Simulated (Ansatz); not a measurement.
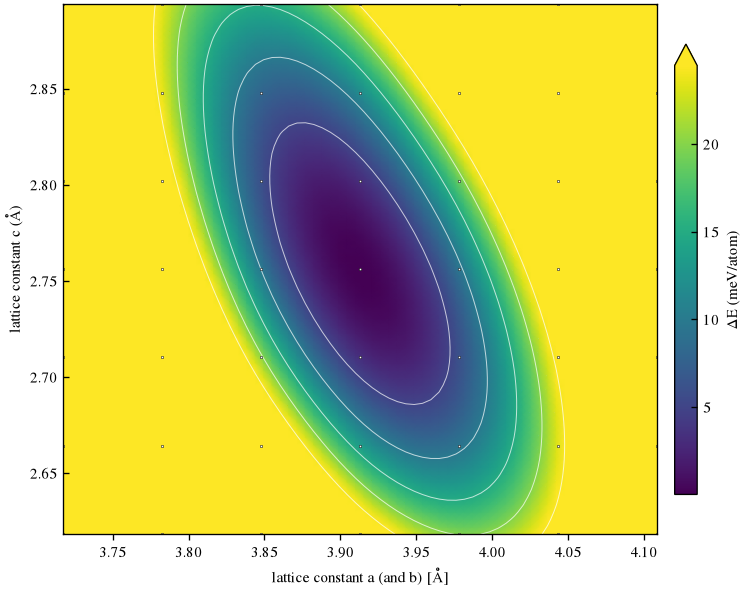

Fe₃Co (P4/mmm, No. 123; 4 atoms in the cell). 
- The energy is mapped over the lattice constants a and c of the conventional cell.
- The first coordinate is: lattice constant a (and b); the second: lattice constant c.
- Nothing is relaxed (symmetry fixes all fractional coordinates).
- The grid has 7 × 7 points.
- Points are written as (first, second).
- Energies: meV/atom, counted from the lowest grid point.
- The electronic state followed may not be the lowest one.
- Level of theory: DFT LDA, scalar-relativistic, plane waves, PAW in Ansatz 0.2.0. Settings: cutoff 520 eV, k-mesh 10×10×14 in the order of the run's cell vectors, gaussian smearing 0.15 eV, spin-polarised.

In the figure: a smooth colour map with a few white contour lines, dots at the grid points, one colour for all values above the top of the scale. Between grid points the surface is interpolated.

Estimate the position of the minimum and the force constants in these coordinates.

The interpolated minimum is at lattice constant a (and b) ≈ 3.913 Å, lattice constant c ≈ 2.756 Å. The curvatures there are about 18 eV/Å² and 12 eV/Å², with a cross term of about 9.1 eV/Å² (per cell of 4 atoms). Round the minimum the valley is strongly tilted: raising lattice constant a (and b) shifts the best value of lattice constant c downwards (coupling k₁₂/√(k₁₁k₂₂) about 0.6).

PAW datasets: the set soft_1.
